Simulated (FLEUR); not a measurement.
**A series of single points on Ge**

System: Ge (Cmmm, 1 atom in the cell).
Method: Kohn-Sham DFT of a periodic cell, PBEsol, all-electron, no spin polarisation (FLEUR MaX-R8.1 (later development tree)).

The 7 runs differ only in the geometry, by an even scaling of the cell at fixed fractional positions. The structure derives from a Materials Project entry.

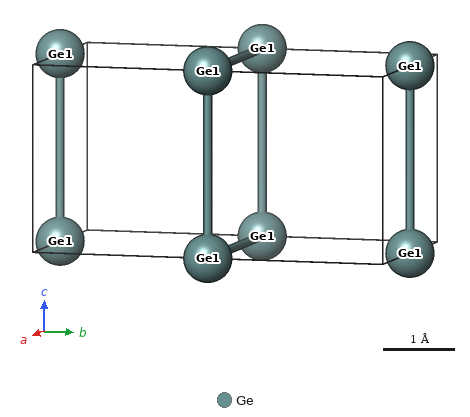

Figure 1. The structure of run 4 (ball-and-stick view of the cell 2 times as large as that of the calculation, set on its symmetry axes, seen slightly off an axis; atoms are numbered from 1 in the order of the input). An atom can appear more than once, as a periodic image.

### Input of run 4
```
<?xml version="1.0" encoding="UTF-8" standalone="no"?>
<fleurInput fleurInputVersion="0.39">
   <comment>
      Ge                                                                                                  
   </comment>
   <calculationSetup>
      <cutoffs Kmax="4.24" Gmax="13.2" GmaxXC="13.2" numbands="0"/>
      <scfLoop itmax="60" minDistance="0.00001" maxIterBroyd="15" imix="Anderson" alpha="0.05" precondParam="0.0" spinf="2.0" sdNocoIR="T"/>
      <coreElectrons ctail="T" frcor="F" kcrel="0" coretail_lmax="0"/>
      <xcFunctional name="PBEs" relativisticCorrections="F"/>
      <magnetism jspins="1"/>
      <soc l_soc="F" theta="0.0" phi="0.0" spav="F"/>
      <expertModes spex="0" secvar="F"/>
      <geometryOptimization l_f="T" forcealpha="1.0" forcemix="BFGS" epsdisp="0.0005" epsforce="0.0002"/>
      <ldaU l_linMix="F" mixParam="0.05" spinf="1.0"/>
   </calculationSetup>
   <cell>
      <bzIntegration valenceElectrons="22.0" mode="hist" fermiSmearingEnergy="0.00183747">
         <kPointListSelection listName="default-1"/>
         <!-- k-points included here -->
         <xi:include xmlns:xi="http://www.w3.org/2001/XInclude" href="kpts.xml"> </xi:include>
      </bzIntegration>
      <!-- symmetry operations included here -->
      <xi:include xmlns:xi="http://www.w3.org/2001/XInclude" href="sym.xml"> </xi:include>
      <bulkLattice scale="1.0">
         <bravaisMatrix>
            <row-1>    2.6402289652587654    -4.9142630226402932     0.0000000000000000</row-1>
            <row-2>    2.6402289652587654     4.9142630226402932     0.0000000000000000</row-2>
            <row-3>    0.0000000000000000     0.0000000000000000     5.0989176109055823</row-3>
         </bravaisMatrix>
      </bulkLattice>
   </cell>
   <atomSpecies>
      <species name="Germanium (Ge)" element="Ge" atomicNumber="32">
         <mtSphere radius="2.31" gridPoints="781" logIncrement="0.016"/>
         <atomicCutoffs lmax="9" lnonsphr="9"/>
         <electronConfig flipSpins="F">
            <coreConfig>(1s1/2) (2s1/2) (2p1/2) (2p3/2)</coreConfig>
            <valenceConfig>(3s1/2) (3p1/2) (3p3/2) (4s1/2) (3d3/2) (3d5/2) (4p1/2) (4p3/2)</valenceConfig>
            <stateOccupation state="(4p1/2)" spinUp="0.333333" spinDown="0.333333"/>
            <stateOccupation state="(4p3/2)" spinUp="0.666667" spinDown="0.666667"/>
         </electronConfig>
         <energyParameters s="4" p="4" d="3" f="4"/>
         <lo type="SCLO" l="0" n="3" eDeriv="0"/>
         <lo type="SCLO" l="1" n="3" eDeriv="0"/>
         <lo type="SCLO" l="1" n="3" eDeriv="1"/>
         <lo type="HELO" l="2" n="4" eDeriv="0"/>
         <lo type="HELO" l="2" n="4" eDeriv="1"/>
         <lo type="SCLO" l="3" n="4" eDeriv="2"/>
      </species>
   </atomSpecies>
   <atomGroups>
      <atomGroup species="Germanium (Ge)">
         <relPos label="                   1">1.000/2.000 1.000/2.000 .0000000000</relPos>
         <force calculate="T" relaxXYZ="TTT"/>
      </atomGroup>
   </atomGroups>
   <output dos="F" band="F" slice="F">
      <checks vchk="F" cdinf="F"/>
      <bandDOS minEnergy="-.5*Htr" maxEnergy="0.5*Htr" sigma="0.015" storeEVData="T"/>
      <vacuumDOS vacdos="F" integ="F" star="F" nstars="0" locx1="0.0" locy1="0.0" locx2="0.0" locy2="0.0" nstm="0" tworkf="0.0"/>
      <unfoldingBand unfoldBand="F" supercellX="1" supercellY="1" supercellZ="1"/>
      <plotting iplot="0" polar="F">
         <plot TwoD="T" vec1="  1.0  0.0  0.0" vec2="  0.0  1.0  0.0" vec3="  0.0  0.0  1.0" zero="  0.0  0.0  0.0" file="plot"/>
      </plotting>
      <chargeDensitySlicing numkpt="0" minEigenval="0.0" maxEigenval="0.0" nnne="0" pallst="F"/>
      <specialOutput eonly="F"/>
      <moessbauerParams electricFieldGradient="T" isomerShift="T" coreHyperfine="T" valenceHyperfine="T"/>
      <magneticCircularDichroism mcd="F" energyLo="-10.0" energyUp="0.0"/>
   </output>
  <!-- We include the file relax.xml here to enable relaxations (see documentation) -->
  <xi:include xmlns:xi="http://www.w3.org/2001/XInclude" href="relax.xml"> <xi:fallback/> </xi:include>
</fleurInput>
```

Command:
```bash
inpgen -f crystal.txt -profile fastHighL; fleur_MPI
```

Lattice vectors (Å) and fractional positions of run 4:
```
   1.397149   -2.600516    0.000000
   1.397149    2.600516    0.000000
   0.000000    0.000000    2.698231
Ge  0.500000  0.500000  0.000000
```

Run 3 has the same physical settings and fractional positions; its lattice vectors (Å) are:
```
   1.387772   -2.583062    0.000000
   1.387772    2.583062    0.000000
   0.000000    0.000000    2.680122
```

### Results, with one run withheld

```tsv
run	volume per atom (Å³)	free energy per atom, from the lowest run given (meV)
1	18.431	0.00
2	18.823	1.68
3	19.215	?
4	19.607	15.28
5	19.999	26.51
6	20.391	40.23
7	20.783	56.17
```

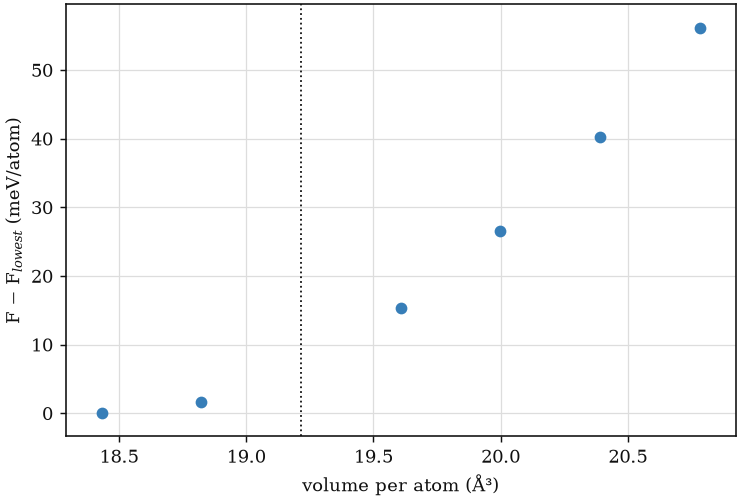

Figure 2. Free energy per atom of the runs given; the dotted line marks run 3.

Estimate the energy of run 3 from the others.

A cubic polynomial in V^(−2/3) (the Birch–Murnaghan form), fitted to the 6 runs given, misses them by at most 0.01 meV per atom. With x = V^(−2/3) − 0.13736 Å⁻², it reads F = 16.212 − 5535.3 x + 4.6732e+05 x² + 8.6184e+05 x³ (meV per atom). At run 3 it gives 6.90 meV per atom, and the run itself gives 6.89. The fit has its minimum at 18.456 Å³ per atom, where V d²F/dV² gives 76.3 GPa. Cell shape and fractional positions are held, so this is the stiffness under even scaling; the relaxed bulk modulus wasn't computed.

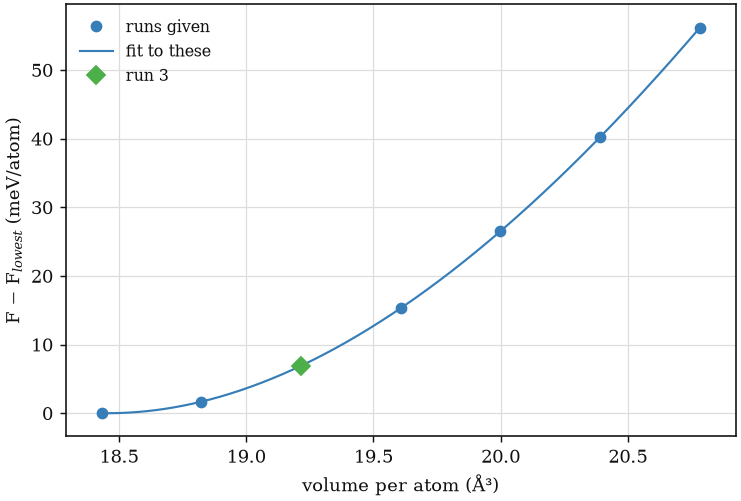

Figure 3. The fit and the withheld run.

### Output (run 3)
```
Welcome to FLEUR        (www.flapw.de)
      MaX-Release 8.1          (www.max-centre.eu)

 ========== k-point set info ==========
 Selected k-point list: default-1
 k-point list type: mesh
 11 x 11 x 10
 Number of k points: 216

 ------------Calculation Setup---------------------------
 Number of MPI-tasks      :            1
 Number of PE/node        :            1
 Number of OMP-threads    :            1
 Most efficient MPI parallelization for:
           1           2           3           4           6           8           9          12          18          24          27          36          54          72         108         216
 Additional eigenvalue parallelization possible
 Number of basis functions:          219
 Approximate size of matrices (H+S) per k-point:         0.001 GB
 --------------------------------------------------------

 Iteration:     1   Distance:       4.69201335 me/bohr^3

 Iteration:     2   Distance:       4.33009568 me/bohr^3

 Iteration:     3   Distance:       1.89474807 me/bohr^3

 Iteration:     4   Distance:       0.20945415 me/bohr^3

 Iteration:     5   Distance:       0.19315678 me/bohr^3

 Iteration:     6   Distance:       0.02781086 me/bohr^3

 Iteration:     7   Distance:       0.00876282 me/bohr^3

 Iteration:     8   Distance:       0.00254768 me/bohr^3

 Iteration:     9   Distance:       0.00055100 me/bohr^3

 Iteration:    10   Distance:       0.00046497 me/bohr^3

 Iteration:    11   Distance:       0.00001836 me/bohr^3

 Iteration:    12   Distance:       0.00001046 me/bohr^3

 Iteration:    13   Distance:       0.00000161 me/bohr^3

 ********************************************************************
 Run finished successfully
 Stop message:
   all done
 ********************************************************************
```
